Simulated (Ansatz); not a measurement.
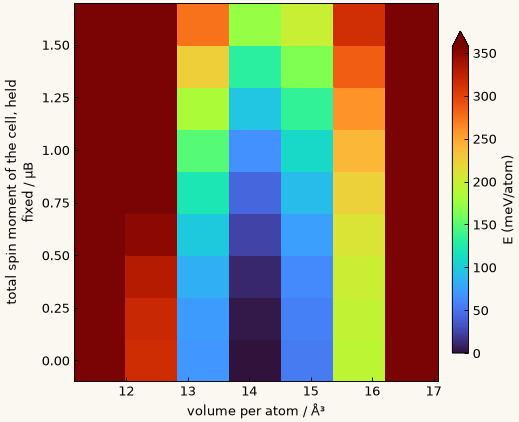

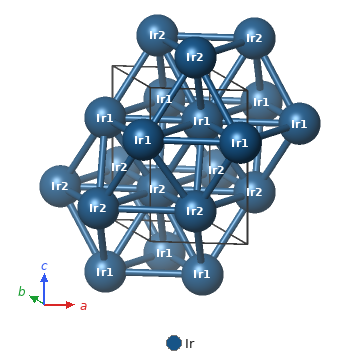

Energy landscape of Ir (P6_3/mmc, No. 194; 2 atoms in the cell). The energy is mapped over volume and a fixed ferromagnetic moment. The first coordinate is: volume per atom; the second: total spin moment of the cell, held fixed. Nothing is relaxed (shape and fractional coordinates fixed). The grid has 7 × 9 points. Points are written as (first, second). Energies: meV/atom, counted from the lowest grid point. The moment is held fixed and parallel; antiferromagnetic orders weren't tried. Computed with DFT PBEsol, scalar-relativistic, plane waves, PAW in Ansatz. Settings: cutoff 420 eV, k-mesh 21×21×12 in the order of the run's cell vectors, gaussian smearing 0.15 eV.

The picture shows one coloured cell a grid point, one colour for all values above the top of the scale. The second picture is the structure at the lowest point.

**Where are the wells?**

The lowest grid point is at (14.11 Å³, 0.0 μB). It lies on the edge of the map, which is a mirror line here (the non-magnetic state). The highest grid point, (11.57 Å³, 1.6 μB), lies 1098 meV/atom above the lowest.

The values on the grid:

```csv
"second ↓, first →",11.57,12.42,13.26,14.11,14.96,15.80,16.65
1.6,1098,557,274,173,199,314,490
1.4,1029,498,225,131,164,285,466
1.2,972,450,183,96,134,260,445
1.0,924,409,149,67,110,239,428
0.8,884,375,120,43,90,222,414
0.6,853,349,98,24,74,209,403
0.4,831,331,82,11,63,200,395
0.2,817,319,73,3,56,194,391
0.0,812,315,69,0,54,192,389
```

The whole map (63 points run) took 23 min on 2 threads of Arm Neoverse N1 (shared host).

PAW datasets: the set soft_1.
